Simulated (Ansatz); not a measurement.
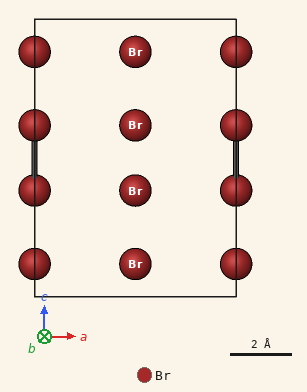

Starting structure of a crystal of Br (built on the solid type) (coarse preliminary run). The picture is a ball-and-stick view of the conventional cell (2 times the calculation's cell), seen along the b axis. Lengths and directions refer to the drawn axes.

Theory: DFT PBE, scalar-relativistic, plane waves, PAW in Ansatz.

The input:
```yaml
crystal:
  lattice:
    - [3.3044953521, -2.1630406487, 0.0]
    - [3.3044953521, 2.1630406487, 0.0]
    - [0.0, 0.0, 9.0937608815]
  atoms:
    - { symbol: Br, position: [0.84515, 0.15485, 0.1175] }
    - { symbol: Br, position: [0.15485, 0.84515, 0.8825] }
    - { symbol: Br, position: [0.34515, 0.65485, 0.3825] }
    - { symbol: Br, position: [0.65485, 0.34515, 0.6175] }
basis:
  ecutwfc: 420
  ecutrho_ratio: 4
kpoints:
  mp_grid: { grid: [6, 6, 2] }
hamiltonian:
  xc: pbe
scf:
  occupations: { method: gaussian, width: 0.05 }
output:
  forces: true
  stress: true
  eigenvalues: true
relax:
  f_tol: 0.03
  max_steps: 60
  cell: { stress_tol: 0.6 }
```

Question: Where does the relaxation end?

Answer: The energy falls by 84.0 meV per atom in 6 accepted moves (7 points after the start). Largest force component: 0.59 eV/Å at the start, 0.011 eV/Å at the end. The pressure goes from −2.12 to 0.13 GPa. At 1 point the geometry stayed and the basis and grid were re-selected for the new cell (energy shift of 2.1 meV per atom at most each time). The largest moves relative to the cell, 0.058 Å, are those of Br1, Br2, Br3 and Br4. Br1 goes along −b. The drawn cell changes as follows: a 6.609 → 7.797 Å (+18.0 %), b 4.326 → 4.309 Å (−0.4 %), c 9.094 → 8.687 Å (−4.5 %); the volume changes by +12.3 %. Among the contacts that change: Br1–Br2 2.522 → 2.386 Å. The space group stays Cmce (No. 64).

Final geometry:

```xyz
4
Lattice="3.8984 -2.1546 0.0000 3.8984 2.1546 0.0000 0.0000 0.0000 8.6871" Properties=species:S:1:pos:R:3 pbc="T T T"
Br    3.8984   -1.5447    1.0255
Br    3.8984    1.5447    7.6616
Br    3.8984    0.6099    3.3181
Br    3.8984   -0.6099    5.3690
```

After the run, drawn alike:

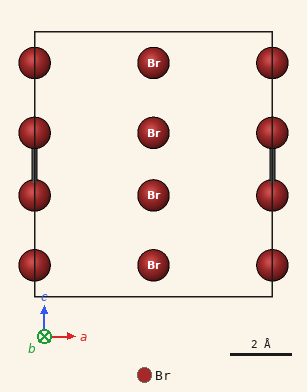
